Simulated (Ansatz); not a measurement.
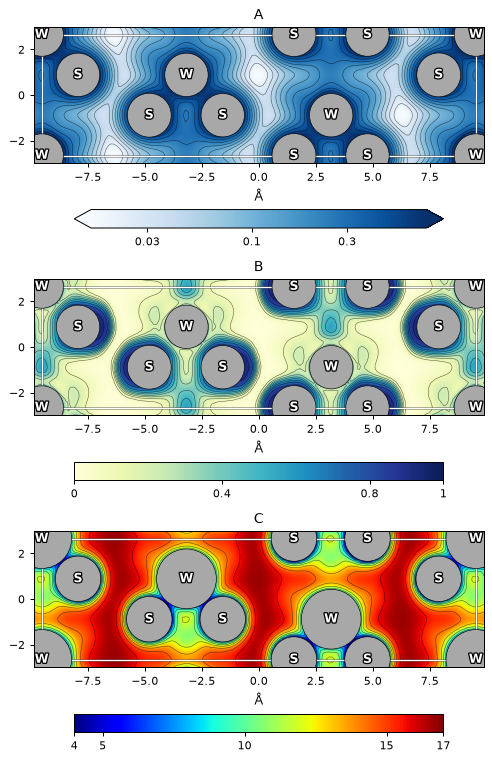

WS$_{2}$: 3 fields on the (110) plane of the conventional cell, with unlabelled colour scales. Grey discs cover the atomic cores.

Space group R3m; changed on purpose from its base cell (strain -0.030 along x and y, +0.030 along z, atoms carried along); not relaxed (largest force 0.6 eV/Å); computed pressure about 4 GPa in this cell.

Level of theory: DFT PBEsol, scalar-relativistic, plane waves, PAW in Ansatz 0.2.0.

**Match the panels to the quantities (electron localisation function, electrostatic potential energy of an electron and valence pseudo-density).**

Panel A: valence pseudo-density. Panel B: electron localisation function. Panel C: electrostatic potential energy of an electron (low next to the atoms, rising into the space between them).
